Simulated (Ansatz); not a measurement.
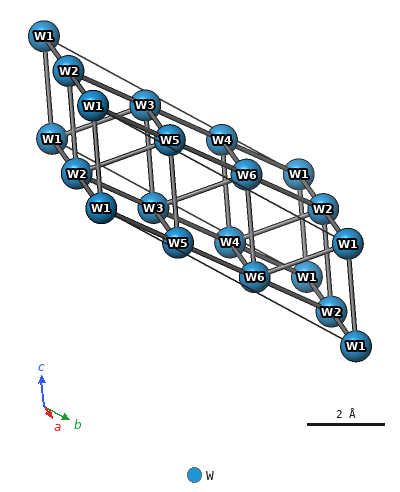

Figure 1. The structure as given in the input (ball-and-stick view of the cell of the calculation, seen slightly off an axis; atoms are numbered from 1 in the order of the input). An atom can appear more than once, as a periodic image.

Geometry relaxation of W (part 1 of 2)

- system: W (Fmmm, 6 atoms in the cell)
- method: DFT PBE, scalar-relativistic, plane waves, PAW, no spin polarisation (Ansatz 0.2.0)

The structure derives from an entry of the Crystallography Open Database. It belongs to a series of runs on one base structure; here: film's bulk on the substrate's plane, third vector and atoms relaxed. Figures and captions count atoms from 1; the log counts them from 0 in places.

## The program's output
```
Engine: ansatz 0.2.0, aarch64-unknown-linux-gnu
Pseudopotentials: kind: paw
Pseudopotential: W, paw, valence charge 14, recommended cutoff 420 eV (normal), W.paw.azcp
Functional definition: PBE
  parameter kappa = 0.804
  parameter beta = 0.06672455060314922
  exchange = pbe_x(kappa = kappa, mu = beta*pi^2/3)
  correlation = pbe_c(beta = beta)
Crystal: 6 atoms, lattice volume = 100.250 Å³
Basis set: ecut = 420 eV, 1949 PW (Γ), exchange–correlation on 80×120×40 points (8 copies of the dense FFT grid, shifted against one another)
Bands: 51, of which v1, the nominal top of the filled ones, is band 42 counted from 1 (41 counted from 0)
Symmetry: 12 space group operations
Space group: Fmmm (ITA 69), of the structure as read, at distance tolerance 4.6e-5 Å
k-points: 242 of 480
Non-local potential: W, projectors of the file, l = 0: 3, l = 1: 2, l = 2: 2, l = 3: 1
PAW form: soft (Blöchl's): semilocal exchange-correlation on the pseudo side does not see the compensation charge
PAW one-centre angular grid: W, 590 points (default); XC on 64 Gauss nodes
Initial density: superposition of atomic densities (neutral atoms: chi_scale 0, normalization atom), corrected by the library's trained network
Initial wavefunctions: pseudopotential atomic-orbital guess
Functional: x = pbe(κ = 0.804, μ = 0.2195149727645171), c = pbe(β = 0.06672455060314922)
SCF iter   1: F=—  HF=-62308.375183 eV  |F-HF|=—  |Δ(HF+E_count)|=         —  Δρ=2.75e-3  dr2=2.47e-3  ethr=1.77e-3  ⟨swp⟩=4.3  Hψ=44694  notcnv=0
preconditioner: auto → Kerker (q_TF=auto, 2.649 Å⁻¹)  [metal: Δε(μ)=0.005 eV  Ē_g=4.972 eV  σ=0.100 eV  W_gap=0.03  n_scr=26 (ndim 8)  ℏωp=22.3 eV  f_vac=0.000  D(μ)=2.96/eV (n_scr^D=12)]
SCF iter   2: F=—  HF=-62308.374508 eV  |F-HF|=—  |Δ(HF+E_count)|=   6.75e-4  Δρ=1.55e-3  dr2=8.33e-4  ethr=2.94e-6  ⟨swp⟩=2.0  Hψ=22956  notcnv=0
SCF iter   3: F=—  HF=-62308.374614 eV  |F-HF|=—  |Δ(HF+E_count)|=   1.06e-4  Δρ=1.32e-4  dr2=1.05e-5  ethr=9.91e-7  ⟨swp⟩=2.5  Hψ=19396  notcnv=0
SCF iter   4: F=—  HF=-62308.374567 eV  |F-HF|=—  |Δ(HF+E_count)|=   4.69e-5  Δρ=3.04e-5  dr2=6.79e-7  ethr=1.25e-8  ⟨swp⟩=2.3  Hψ=17725  notcnv=0
iter 5 did not close the SCF: its close was put off for the readings that it lacked (scf_convergence_deferred on its scf_iter line)
SCF iter   5: F=-62308.374567 eV  HF=-62308.374567 eV  |F-HF|=3.35e-9  |Δ(HF+E_count)|=   2.48e-8  Δρ=6.13e-6  dr2=2.09e-8  ethr=8.09e-10  ⟨swp⟩=2.1  Hψ=15130  notcnv=0
SCF iter   6: F=-62308.374567 eV  HF=-62308.374567 eV  |F-HF|=2.04e-10  |Δ(HF+E_count)|=  2.33e-10  Δρ=1.11e-6  dr2=7.52e-10  ethr=2.49e-11  ⟨swp⟩=5.9  Hψ=42415  notcnv=0
SCF 1 converged in 6 iterations: F = -62308.374567 eV  dr2 = 7.52e-10
  greatest PAW one-centre occupation: 1.000 electrons in one spin orbital (limit 2), on the W atom at site 5 (counted from 0), in its partial waves of l = 0
relax step   1: F+E_penalty+E_count = -62308.37456701 eV  Δ(F+E_penalty+E_count) = +0.000e0 eV  max|allowed force component| = 5.429e-26 eV/Å  Δτ_max = 0.0000 Å  P = -8.111 GPa  Ω = 100.250 Å³  fix = [a, b, gamma]  reactions: a -15.282, b -16.092 GPa; gamma -0.145 GPa/rad  (6 SCF iters, dr2 threshold 1.00e-7 eV, accepted)
Crystal: 6 atoms, lattice volume = 104.629 Å³
Basis set: ecut = 420 eV, 2065 PW (Γ), exchange–correlation on 80×120×40 points (8 copies of the dense FFT grid, shifted against one another)
Initial density: handed on by an earlier stage of this run
Initial wavefunctions: those handed on with the density
iter 1 solved again at ethr=2.51e-5 eV; its pass at ethr=3.10e-3 eV (dr2=2.11e-2 eV) is discarded
SCF iter   1: F=—  HF=-62308.304824 eV  |F-HF|=—  |Δ(HF+E_count)|=         —  Δρ=6.07e-3  dr2=2.23e-2  ethr=2.51e-5  ⟨swp⟩=2.1  Hψ=62549  notcnv=0
preconditioner: auto → Kerker (q_TF=auto, 2.630 Å⁻¹)  [metal: Δε(μ)=0.006 eV  Ē_g=4.766 eV  σ=0.100 eV  W_gap=0.03  n_scr=28 (ndim 8)  ℏωp=21.8 eV  f_vac=0.000  D(μ)=2.51/eV (n_scr^D=12)]
SCF iter   2: F=—  HF=-62308.301676 eV  |F-HF|=—  |Δ(HF+E_count)|=   3.15e-3  Δρ=3.56e-3  dr2=8.07e-3  ethr=2.51e-5  ⟨swp⟩=1.0  Hψ=12343  notcnv=0
SCF iter   3: F=—  HF=-62308.299923 eV  |F-HF|=—  |Δ(HF+E_count)|=   1.75e-3  Δρ=3.10e-4  dr2=4.34e-5  ethr=9.61e-6  ⟨swp⟩=2.0  Hψ=15872  notcnv=0
SCF iter   4: F=—  HF=-62308.299930 eV  |F-HF|=—  |Δ(HF+E_count)|=   7.75e-6  Δρ=3.79e-5  dr2=6.72e-7  ethr=5.17e-8  ⟨swp⟩=2.9  Hψ=24067  notcnv=0
SCF iter   5: F=-62308.299931 eV  HF=-62308.299931 eV  |F-HF|=8.09e-9  |Δ(HF+E_count)|=   2.26e-7  Δρ=6.19e-6  dr2=1.63e-8  ethr=7.14e-10  ⟨swp⟩=6.8  Hψ=46223  notcnv=0
the search or the solves at the SCF's close seem to have found levels that the self-consistency loop had missed (the run counts 18). By its estimate they hold under 1e-12 electrons; where the run keeps them, the occupations were computed again with them
SCF 2 converged in 5 iterations: F = -62308.299931 eV  dr2 = 1.63e-8
relax step   2: F+E_penalty+E_count = -62308.29993072 eV  Δ(F+E_penalty+E_count) = +7.464e-2 eV  max|allowed force component| = 2.760e-26 eV/Å  Δτ_max = 0.0000 Å  P = -19.480 GPa  Ω = 104.629 Å³  energy of the carried Pulay correction = -1.832e-3 eV  fix = [a, b, gamma]  (5 SCF iters, dr2 threshold 6.00e-7 eV, rejected (line search))
Crystal: 6 atoms, lattice volume = 101.899 Å³
Basis set: ecut = 420 eV, 2023 PW (Γ), exchange–correlation on 80×120×40 points (8 copies of the dense FFT grid, shifted against one another)
iter 1 solved again at ethr=9.17e-6 eV; its pass at ethr=3.10e-3 eV (dr2=7.71e-3 eV) is discarded
SCF iter   1: F=—  HF=-62308.408270 eV  |F-HF|=—  |Δ(HF+E_count)|=         —  Δρ=3.74e-3  dr2=8.07e-3  ethr=9.17e-6  ⟨swp⟩=1.8  Hψ=62870  notcnv=0
preconditioner: auto → Kerker (q_TF=auto, 2.642 Å⁻¹)  [metal: Δε(μ)=0.003 eV  Ē_g=4.891 eV  σ=0.100 eV  W_gap=0.02  n_scr=26 (ndim 8)  ℏωp=22.1 eV  f_vac=0.000  D(μ)=2.96/eV (n_scr^D=12)]
SCF iter   2: F=—  HF=-62308.407084 eV  |F-HF|=—  |Δ(HF+E_count)|=   1.19e-3  Δρ=2.19e-3  dr2=2.94e-3  ethr=9.17e-6  ⟨swp⟩=1.0  Hψ=12342  notcnv=0
SCF iter   3: F=—  HF=-62308.406412 eV  |F-HF|=—  |Δ(HF+E_count)|=   6.72e-4  Δρ=1.86e-4  dr2=1.55e-5  ethr=3.50e-6  ⟨swp⟩=2.0  Hψ=15895  notcnv=0
SCF iter   4: F=—  HF=-62308.406413 eV  |F-HF|=—  |Δ(HF+E_count)|=   9.79e-7  Δρ=2.32e-5  dr2=2.19e-7  ethr=1.84e-8  ⟨swp⟩=2.8  Hψ=23370  notcnv=0
SCF iter   5: F=—  HF=-62308.406412 eV  |F-HF|=—  |Δ(HF+E_count)|=   1.27e-6  Δρ=3.65e-6  dr2=5.57e-9  ethr=2.61e-10  ⟨swp⟩=1.5  Hψ=14549  notcnv=0
SCF iter   6: F=-62308.406412 eV  HF=-62308.406412 eV  |F-HF|=1.46e-11  |Δ(HF+E_count)|=   3.03e-9  Δρ=5.24e-7  dr2=1.31e-10  ethr=1.00e-12  ⟨swp⟩=6.5  Hψ=47664  notcnv=0
the search or the solves at the SCF's close seem to have found levels that the self-consistency loop had missed (the run counts 16). By its estimate they hold under 1e-12 electrons; where the run keeps them, the occupations were computed again with them
SCF 3 converged in 6 iterations: F = -62308.406412 eV  dr2 = 1.31e-10
relax step   3: F+E_penalty+E_count = -62308.40641156 eV  Δ(F+E_penalty+E_count) = -3.184e-2 eV  max|allowed force component| = 1.459e-26 eV/Å  Δτ_max = 0.0000 Å  P = -12.782 GPa  Ω = 101.899 Å³  energy of the carried Pulay correction = -6.992e-4 eV  fix = [a, b, gamma]  reactions: a -18.497, b -19.309 GPa; gamma +0.236 GPa/rad  (6 SCF iters, accepted)
Crystal: 6 atoms, lattice volume = 101.783 Å³
Basis set: ecut = 420 eV, 2021 PW (Γ), exchange–correlation on 80×120×40 points (8 copies of the dense FFT grid, shifted against one another)
iter 1 solved again at ethr=3.63e-8 eV; its pass at ethr=3.10e-3 eV (dr2=3.05e-5 eV) is discarded
SCF iter   1: F=—  HF=-62308.406611 eV  |F-HF|=—  |Δ(HF+E_count)|=         —  Δρ=2.77e-4  dr2=3.49e-5  ethr=3.63e-8  ⟨swp⟩=3.3  Hψ=57811  notcnv=0
preconditioner: auto → Kerker (q_TF=auto, 2.642 Å⁻¹)  [metal: Δε(μ)=0.003 eV  Ē_g=4.897 eV  σ=0.100 eV  W_gap=0.01  n_scr=26 (ndim 8)  ℏωp=22.1 eV  f_vac=0.000  D(μ)=2.96/eV (n_scr^D=12)]
SCF iter   2: F=—  HF=-62308.406602 eV  |F-HF|=—  |Δ(HF+E_count)|=   8.29e-6  Δρ=1.61e-4  dr2=1.26e-5  ethr=3.63e-8  ⟨swp⟩=1.0  Hψ=12342  notcnv=0
SCF iter   3: F=-62308.406600 eV  HF=-62308.406600 eV  |F-HF|=1.69e-8  |Δ(HF+E_count)|=   1.96e-6  Δρ=1.51e-5  dr2=1.37e-7  ethr=7.14e-10  ⟨swp⟩=4.7  Hψ=47996  notcnv=0
SCF 4 converged in 3 iterations: F = -62308.406600 eV  dr2 = 1.37e-7
relax step   4: F+E_penalty+E_count = -62308.40660047 eV  Δ(F+E_penalty+E_count) = -1.889e-4 eV  max|allowed force component| = 2.050e-26 eV/Å  Δτ_max = 0.0000 Å  P = -12.471 GPa  Ω = 101.783 Å³  energy of the carried Pulay correction = -6.502e-4 eV  fix = [a, b, gamma]  reactions: a -18.278, b -19.089 GPa; gamma +0.209 GPa/rad  (3 SCF iters, dr2 threshold 6.00e-7 eV, accepted)
Crystal: 6 atoms, lattice volume = 101.772 Å³
iter 1 solved again at ethr=8.75e-9 eV; its pass at ethr=3.10e-3 eV (dr2=7.35e-6 eV) is discarded
SCF iter   1: F=—  HF=-62308.406714 eV  |F-HF|=—  |Δ(HF+E_count)|=         —  Δρ=1.49e-4  dr2=8.51e-6  ethr=8.75e-9  ⟨swp⟩=3.3  Hψ=57712  notcnv=0
preconditioner: auto → Kerker (q_TF=auto, 2.642 Å⁻¹)  [metal: Δε(μ)=0.002 eV  Ē_g=4.898 eV  σ=0.100 eV  W_gap=0.01  n_scr=26 (ndim 8)  ℏωp=22.1 eV  f_vac=0.000  D(μ)=2.96/eV (n_scr^D=12)]
SCF iter   2: F=—  HF=-62308.406708 eV  |F-HF|=—  |Δ(HF+E_count)|=   5.25e-6  Δρ=8.51e-5  dr2=2.95e-6  ethr=8.75e-9  ⟨swp⟩=1.0  Hψ=12342  notcnv=0
SCF iter   3: F=-62308.406708 eV  HF=-62308.406708 eV  |F-HF|=5.56e-9  |Δ(HF+E_count)|=   3.78e-7  Δρ=8.01e-6  dr2=4.08e-8  ethr=1.54e-10  ⟨swp⟩=4.1  Hψ=44818  notcnv=0
the search or the solves at the SCF's close seem to have found levels that the self-consistency loop had missed (the run counts 3). By its estimate they hold under 1e-12 electrons; where the run keeps them, the occupations were computed again with them
SCF 5 converged in 3 iterations: F = -62308.406708 eV  dr2 = 4.08e-8
relax step   5: F+E_penalty+E_count = -62308.40670800 eV  Δ(F+E_penalty+E_count) = -1.075e-4 eV  max|allowed force component| = 4.937e-26 eV/Å  Δτ_max = 0.0000 Å  P = -12.443 GPa  Ω = 101.772 Å³  energy of the carried Pulay correction = -6.457e-4 eV  fix = [a, b, gamma]  reactions: a -18.256, b -19.075 GPa; gamma +0.210 GPa/rad  (3 SCF iters, dr2 threshold 1.29e-7 eV, accepted)
Initial wavefunctions: pseudopotential atomic-orbital guess (no wavefunctions were taken with the density)
iter 1 solved again at ethr=5.92e-9 eV; its pass at ethr=3.10e-3 eV (dr2=4.98e-6 eV) is discarded
SCF iter   1: F=—  HF=-62308.407318 eV  |F-HF|=—  |Δ(HF+E_count)|=         —  Δρ=1.56e-4  dr2=8.45e-7  ethr=5.92e-9  ⟨swp⟩=4.2  Hψ=82558  notcnv=0
SCF iter   2: F=—  HF=-62308.407340 eV  |F-HF|=—  |Δ(HF+E_count)|=   2.19e-5  Δρ=7.98e-5  dr2=2.31e-7  ethr=1.01e-9  ⟨swp⟩=1.0  Hψ=12342  notcnv=0
SCF iter   3: F=—  HF=-62308.407349 eV  |F-HF|=—  |Δ(HF+E_count)|=   8.97e-6  Δρ=1.72e-6  dr2=1.37e-9  ethr=2.75e-10  ⟨swp⟩=2.0  Hψ=22478  notcnv=0
SCF iter   4: F=-62308.407349 eV  HF=-62308.407349 eV  |F-HF|=7.28e-12  |Δ(HF+E_count)|=  6.33e-10  Δρ=2.66e-7  dr2=4.77e-11  ethr=1.00e-12  ⟨swp⟩=6.3  Hψ=43664  notcnv=0
SCF 6 converged in 4 iterations: F = -62308.407349 eV  dr2 = 4.77e-11
relax step   6: F+E_penalty+E_count = -62308.40734870 eV  Δ(F+E_penalty+E_count) = -6.407e-4 eV  max|allowed force component| = 2.810e-26 eV/Å  Δτ_max = 0.0000 Å  P = -12.445 GPa  Ω = 101.772 Å³  fix = [a, b, gamma]  reactions: a -18.259, b -19.078 GPa; gamma +0.210 GPa/rad  stress off target by 4.40e-3 GPa on what of the cell is left free  SCF on the basis re-selected at this cell (its energy is not comparable with the rows above)  (4 SCF iters)
```

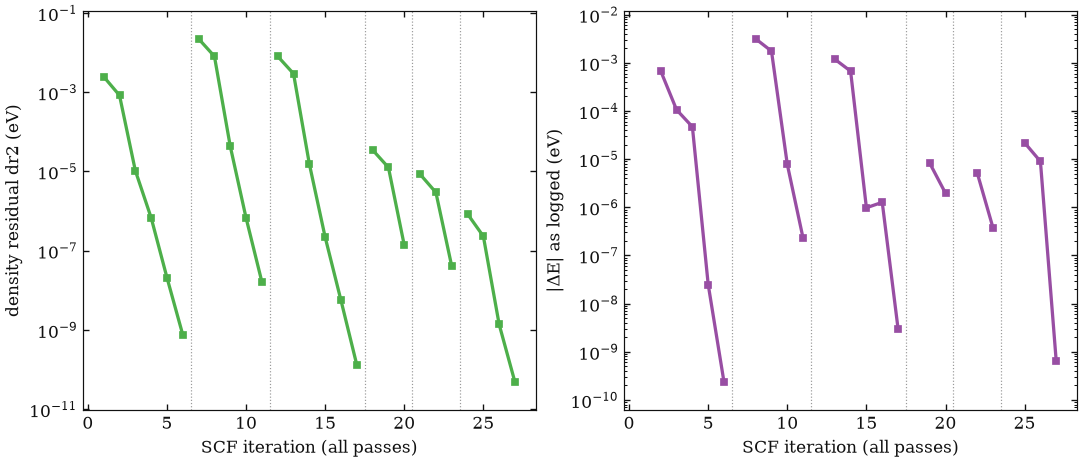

Figure 2. Convergence of the self-consistent field: density residual dr2 and size of the energy change against the SCF iteration. The dotted lines part the SCF passes of the relaxation: geometry steps, rejected trials and re-solves on a re-selected basis. The 6 passes take 3 to 6 iterations each, 27 in all.

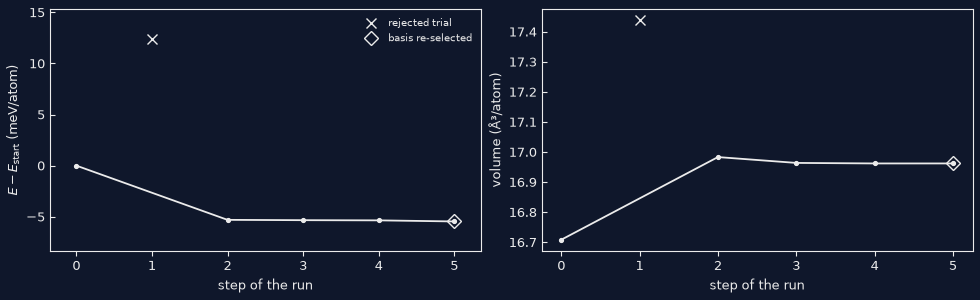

Figure 3. Progress of the relaxation, step by step (the first geometry is step 0 here and step 1 in the log).

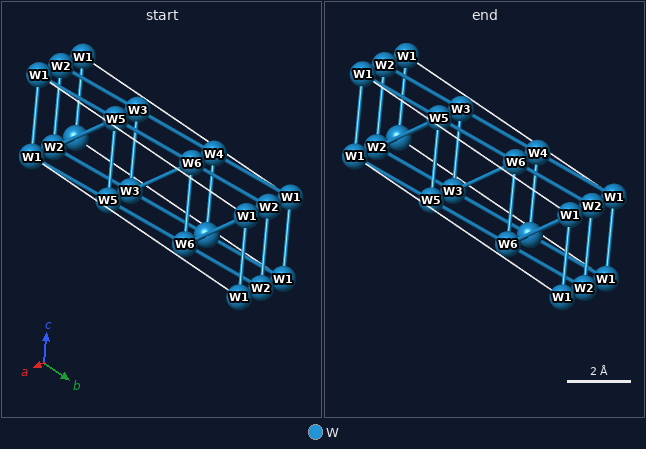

Figure 4. Before (left) and after (right) the relaxation, at one scale (ball-and-stick view of the cell of the calculation, seen slightly off an axis). No atom moves by more than 0.005 Å relative to the cell. The volume changes by +1.5 %, with a stays at 5.761 Å, b stays at 8.147 Å, c 2.707 → 2.732 Å (+0.9 %), α 120.1° → 119.8°, β 110.8° → 110.6°. Distances before and after: W1–W1 2.707 → 2.732 Å. The space group stays Fmmm (No. 69). After 4 geometry steps the energy has fallen by 5.4 meV per atom. All forces vanish by symmetry, so only the cell relaxes. The pressure goes from −8.11 to −12.45 GPa. The line search rejected the trial step at point 1 (counted from 0) and went back. A last SCF at the same geometry on a re-selected plane-wave basis shifts the energy by −0.1 meV per atom. (Atoms are counted from 1 in the order of the input.)
